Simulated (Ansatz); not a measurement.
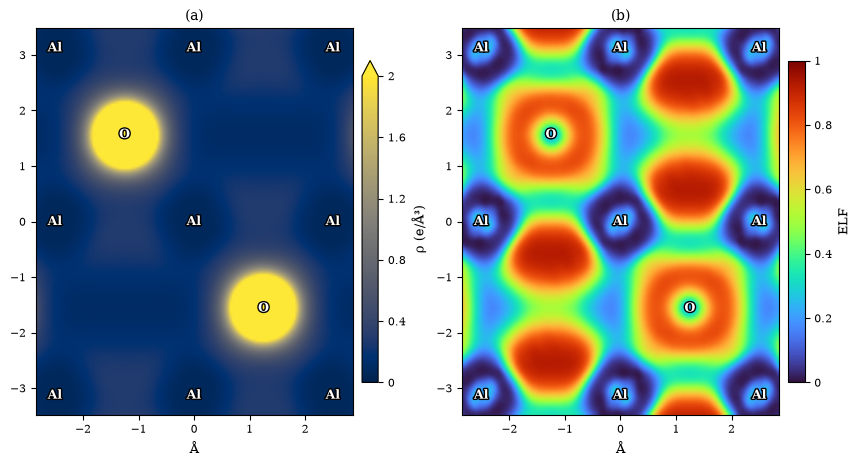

*Al2O. (a) valence electron density; (b) ELF on the (010) plane of the conventional cell.*

Space group Fmmm; a structure generated by program, which may or may not match a known phase.

Computed with DFT PBE, scalar-relativistic, plane waves, PAW (Ansatz 0.2.0).

In a PAW calculation such maps are meaningful between the atoms, not at the nuclei.

The calculation's input:

```
crystal:
  lattice:
    - [0.0, 2.9662501035, 3.1295572198]
    - [2.5008082155, 0.0, 3.1295572198]
    - [2.5008082155, 2.9662501035, 0.0]
  atoms:
    - { symbol: Al, position: [0.5, 0.0, 0.5] }
    - { symbol: Al, position: [0.0, 0.5, 0.0] }
    - { symbol: O, position: [0.0, 0.0, 0.0] }
basis:
  ecutwfc: 420
kpoints:
  mp_grid: { grid: [14, 14, 14] }
hamiltonian:
  xc: pbe
scf:
  occupations: { method: gaussian, width: 0.1 }
output:
  forces: true
  stress: true
  eigenvalues: true
  write_density: true
  write_potential: true
  elf: true
  volumetric_format: npy
relax:
  adjacent_minimum: "off"
  f_tol: 0.01
  max_steps: 80
  cell: { stress_tol: 0.05 }
```

Launched as:

```sh
ansatz run input.yaml --threads 1 --pin off --max-ram 2560MiB --backend cpu --events-out ev --progress --plain --runs-dir out
```

Below, planes, directions and counts refer to the conventional cell (a = 5.01 Å, b = 5.93 Å, c = 6.25 Å, α = 90.00°, β = 90.00°, γ = 90.00°).

The fields are those of the relaxed geometry.

Question: What do the fields say about this system?

Answer: The section cuts through Al and O sites. Al–O (2.00 Å): ρ is about 0.46 e/Å³ halfway; the ELF peaks at about 0.80 in the valence shell of O, 0.6 Å from its nucleus, and is about 0.65 at the midpoint. Al–Al (2.50 Å): the density is about 0.29 e/Å³ at the midpoint; the ELF peaks at about 0.65 between the atoms. Between the atoms the lowest density in this plane is 0.11 e/Å³.
